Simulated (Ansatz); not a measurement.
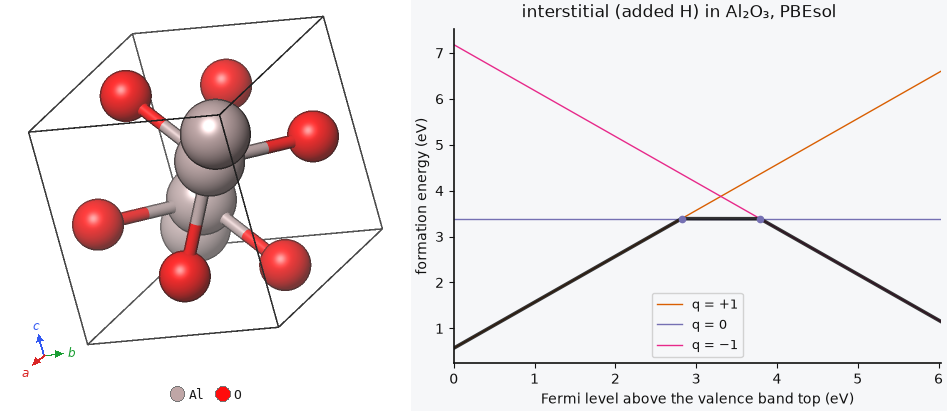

The plot gives the computed formation energy of each charge state against the Fermi level for interstitial (added H) in Al₂O₃. The thick line follows the lowest charge state; the axis spans the host's computed gap. The cell is drawn beside the plot.

Cell as given: a = 5.140 Å, b = 5.140 Å, c = 5.140 Å, α = 55.34°, β = 55.34°, γ = 55.34°; 10 atoms.

How it was computed, with Ansatz 0.2.0: charge states of a point defect in a periodic supercell, each relaxed, energies over the elements' standard states with the Fermi level at the host's valence band top, point-charge and potential alignment terms added, no band filling term, levels over that top; plane waves with PAW datasets; energies extrapolated to zero smearing. Level: PBEsol, allowed.

- host atoms in supercell: 40
- wave cutoff: 420 eV
- k mesh: 2×2×2
- occupations: Gaussian
- smearing width: 0.01 eV
- k shift: (0.5, 0.5, 0.5) (mesh steps)
- start displacement: 0 Å
- defect kind: interstitial
- added element: H
- defect place: (0, 0, 0) (fraction of the host cell vector)
- host gap: 6.03 eV
- static dielectric xx yy zz: (9.72, 9.72, 11.81)

**Where do the charge transition levels lie?**

The stable charge changes at 2.83 eV (+1/0) and 3.79 eV (0/−1) above the valence band top.

**Which charge is stable in p-type, intrinsic and n-type conditions?**

The lowest state is +1 at the valence band top, 0 at mid-gap and −1 at the conduction band bottom, 6.03 eV higher.

Limits of the calculation: charged cell in a neutralising background; coarse k mesh; potential alignment in doubt; small supercell; symmetry that the supercell leaves at the site kept.

The computed values:

| charge | formation energy with the Fermi level at the valence band top (eV) |
| --- | --- |
| +1 | 0.57 |
| 0 | 3.39 |
| −1 | 7.18 |
